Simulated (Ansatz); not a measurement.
System: Si$_{5}$Se.

Input file:

```
crystal:
  lattice:
    - [5.0466509133, 2.7e-09, 0.0]
    - [-2.523325459, 4.3705278936, 0.0]
    - [0.0, 0.0, 4.5577862333]
  atoms:
    - { symbol: Si, position: [0.0, 0.5, 0.5] }
    - { symbol: Si, position: [0.3333333333, 0.6666666667, 0.0] }
    - { symbol: Si, position: [0.6666666667, 0.3333333333, 0.0] }
    - { symbol: Si, position: [0.5, 0.0, 0.5] }
    - { symbol: Si, position: [0.5, 0.5, 0.5] }
    - { symbol: Se, position: [0.0, 0.0, 0.0] }
basis:
  ecutwfc: 420
kpoints:
  mp_grid: { grid: [12, 12, 10] }
  band_path:
    path:
      - [[0.0, 0.0, 0.0], [0.5, 0.0, 0.0], [0.33333333, 0.33333333, 0.0], [0.0, 0.0, 0.0], [0.0, 0.0, 0.5], [0.5, 0.0, 0.5], [0.33333333, 0.33333333, 0.5], [0.0, 0.0, 0.5]]
      - [[0.5, 0.0, 0.5], [0.5, 0.0, 0.0]]
      - [[0.33333333, 0.33333333, 0.5], [0.33333333, 0.33333333, 0.0]]
    npoints: 14
hamiltonian:
  xc: pbe
scf:
  occupations: { method: gaussian, width: 0.1 }
  n_extra_bands: 15
output:
  forces: true
  stress: true
  eigenvalues: true
  populations: true
  dos: { projected: true, de: 0.02, nscf_kmesh: { grid: [15, 15, 12] } }
  bader: true
  write_density: true
  write_potential: true
  elf: true
  volumetric_format: npy
```

Launched as:

```sh
ansatz run input.yaml --threads 1 --pin off --max-ram 2560MiB --backend cpu --events-out ev --progress --plain --runs-dir out
```

Below, planes, directions and counts refer to the conventional cell (a = 5.05 Å, b = 5.05 Å, c = 4.56 Å, α = 90.00°, β = 90.00°, γ = 120.00°).

Space group P6/mmm; a structure generated by program, which may or may not match a known phase.

Level of theory: DFT PBE, scalar-relativistic, plane waves, PAW in Ansatz.

What will maps of the valence pseudo-density and electron localisation function show?

Si–Se (2.91 Å): ρ is about 0.23 e/Å³ halfway; the ELF is about 0.35 at the midpoint.
Bader's partition of the density gives Si +0.05 to +0.15 and Se −0.47 e.

What Bader charges does the calculation give?

Electrons move from Si towards Se. Bader charges: Si +0.05 to +0.15 and Se −0.47 e.

Metal or insulator at this level of theory?

It is metallic or semimetallic at this level of theory: no gap opens.

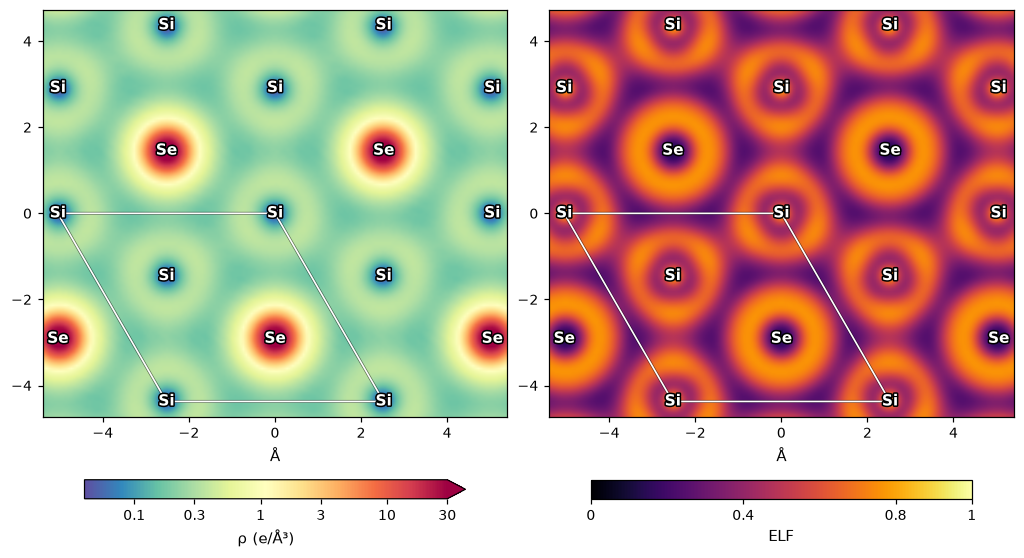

Computed valence pseudo-density and electron localisation function on the (001) plane of the conventional cell, in this order. 

Core electrons are frozen (PAW), and the valence fields are smoothed inside the atomic spheres.
